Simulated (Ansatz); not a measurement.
A periodic structure is given below.

```cif
data_structure
_symmetry_space_group_name_H-M 'F m m m'
_symmetry_Int_Tables_number 69
_cell_length_a 3.1824
_cell_length_b 4.4106
_cell_length_c 4.5907
_cell_angle_alpha 90.000
_cell_angle_beta 90.000
_cell_angle_gamma 90.000
_cell_volume 64.44
loop_
_atom_site_label
_atom_site_type_symbol
_atom_site_symmetry_multiplicity
_atom_site_Wyckoff_symbol
_atom_site_fract_x
_atom_site_fract_y
_atom_site_fract_z
_atom_site_occupancy
Al1 Al 4 a 0.00000 0.00000 0.00000 1
```

Question: Work out the structure from the coordinates.

Answer: The element is aluminium. It is face-centred orthorhombic, space group Fmmm (No. 69). The cell holds four atoms. The coordination shell of Al holds eight Al in a cubic arrangement at 2.72 to 2.79 Å. The bonds build a three-dimensional framework.

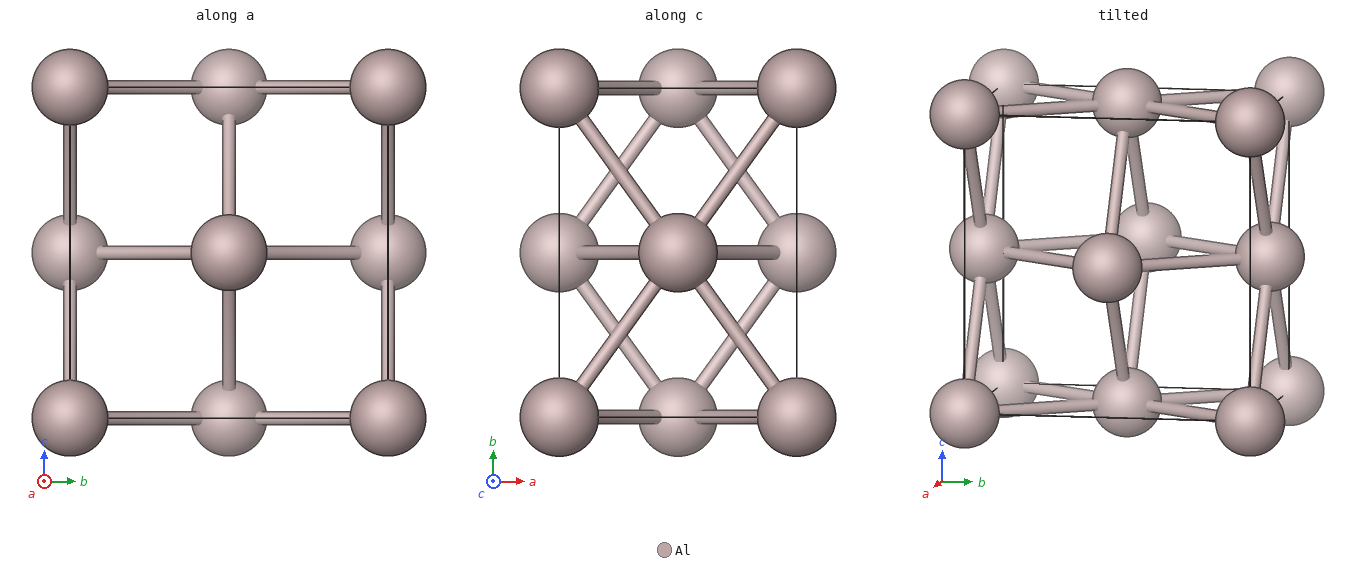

This ball-and-stick model is shown along the a axis, along the c axis and slightly off an axis. Lines trace the edges of the conventional unit cell. Colours: aluminium light grey.

Source of the structure: a structure listed in the Materials Project. The cell was then strained or its atoms displaced on purpose. It went into a calculation with Ansatz.
